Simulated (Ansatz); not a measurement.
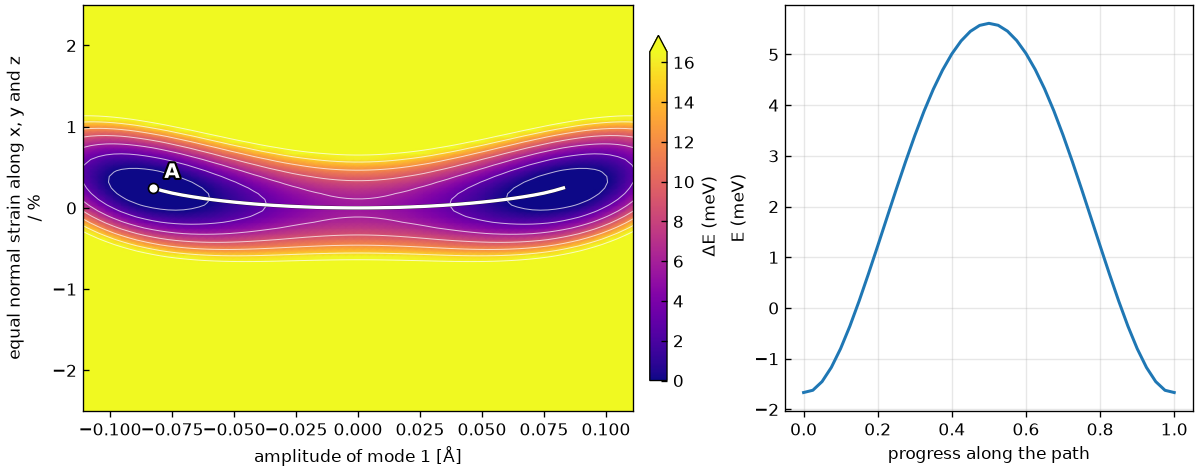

BaTiO₃ (Pm-3m, No. 221; 5 atoms in the cell). The energy is mapped over a normal mode and a strain (zone-centre modes of the 5-atom cell of this scan) (x, y and z along the cube axes). First axis: amplitude of mode 1 (167i cm⁻¹), largest displacement in the unstrained cell. Second axis: equal normal strain along x, y and z. Nothing is relaxed (the pattern is fixed in fractional coordinates). The grid has 9 × 7 points; 35 points were computed and 28 follow by symmetry. Points are written as (first, second). All energies are given in meV per cell relative to the lowest grid point. Level of theory: DFT PBE+U, scalar-relativistic, plane waves, PAW in Ansatz 0.2.0. Settings: cutoff 520 eV, k-mesh 8×8×8, gaussian smearing 0.05 eV, U_eff Ti 4 eV, no spin polarisation.

The picture shows a smooth colour map with a few white contour lines, a line along the lowest path, one colour for all values above the top of the scale, the energy along the path at the right, the start A. Between grid points the surface is interpolated.

Describe the path and its barrier.

The easiest path leads from the well at about (−0.08 Å, 0.25 %) to a well of about the same depth at about (0.08 Å, 0.25 %). Its highest point lies about 7.3 meV above the bottom of the first well on the interpolated surface, at (0.000 Å, 0.00 %). This is the barrier on the constrained surface; relaxing the other coordinates would change it.

PAW datasets: the set soft_1.
